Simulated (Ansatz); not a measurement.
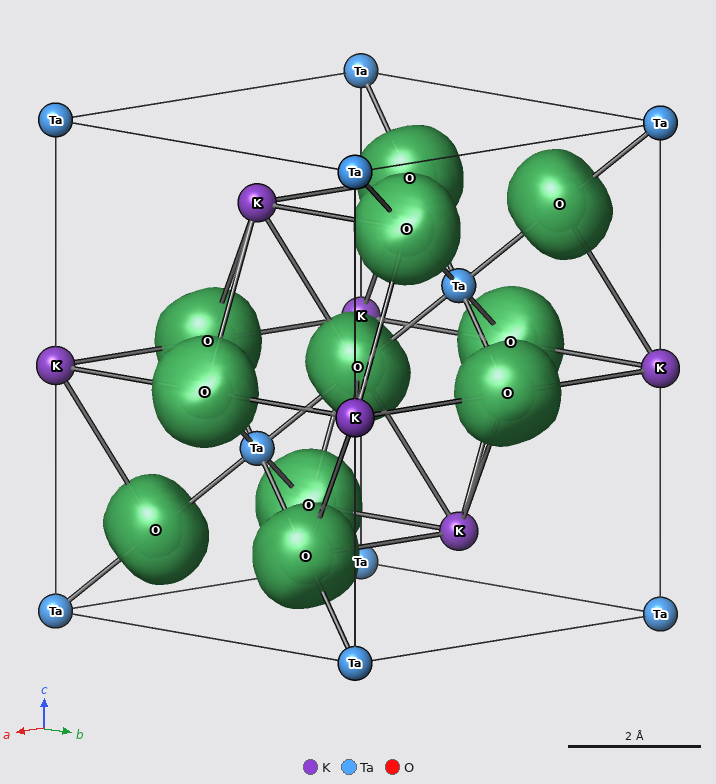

Figure 1: KTaO3. Isosurface of the electron localisation function at 0.75 (green), seen at an oblique angle. Core shells and regions of very low density are left out. Sticks mark near contacts.

Space group R-3m; computed pressure about 5 GPa in this cell.

These are results of Ansatz, DFT PBE, scalar-relativistic, plane waves, PAW, not measurements.

In a PAW calculation such maps are meaningful between the atoms, not at the nuclei.

Question: What do the ELF domains correspond to?

Answer: The surface consists of nine regions wrapped around O (the valence shell of each), counted in one cell of 15 atoms. Any copies at cell faces, edges or corners count once. Along the contacts the grid gives the following. Ta–O (2.01 Å): the ELF peaks at about 0.80 in the valence shell of O, 0.6 Å from its nucleus, and drops to about 0.20 between the two atoms; no localised pair shows between them. K–O (2.65 Å): the ELF is about 0.05 at the midpoint: a largely ionic contact.
